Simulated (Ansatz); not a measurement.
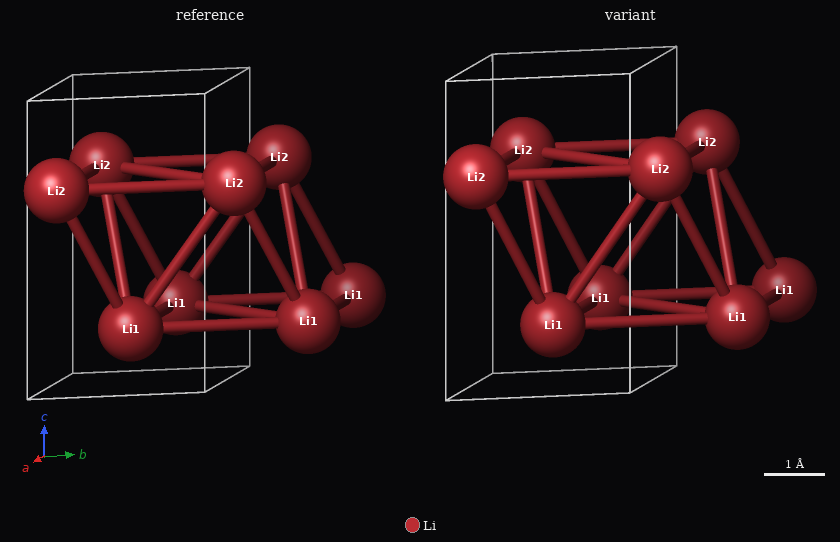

Left: a symmetric starting cell of Li. Right: the same structure after one change, at the same scale. A ball-and-stick model of the cell of the calculation, repeated 2 × 2 × 1 with one cell outlined, seen slightly off an axis.

Computed with Ansatz, DFT PBE, scalar-relativistic, plane waves, PAW. (plane-wave cutoff 420 eV; k-point mesh 15 × 15 × 8; occupations gaussian; smearing width 0.1 eV; no spin polarisation)

What was changed?

The cell is strained by +6.9 % along c and +3.9 % across it (volume +15.5 %), the atoms keeping their fractional coordinates. No relaxation follows. The starting cell wasn't computed here and needn't be at equilibrium, so pressure and forces aren't due to the change alone.

How do the computed properties respond?

The pressure is −2.0 GPa (not all of it need come from the change, since the unchanged cell can be under pressure at this level too). The principal stresses (compression positive) are −2.3 GPa along c and −1.8 GPa across it. All forces vanish by symmetry. Among the bonded contacts that change: Li–Li 3.114 → 3.234 to 3.302 Å. The space group stays P6_3/mmc (No. 194).
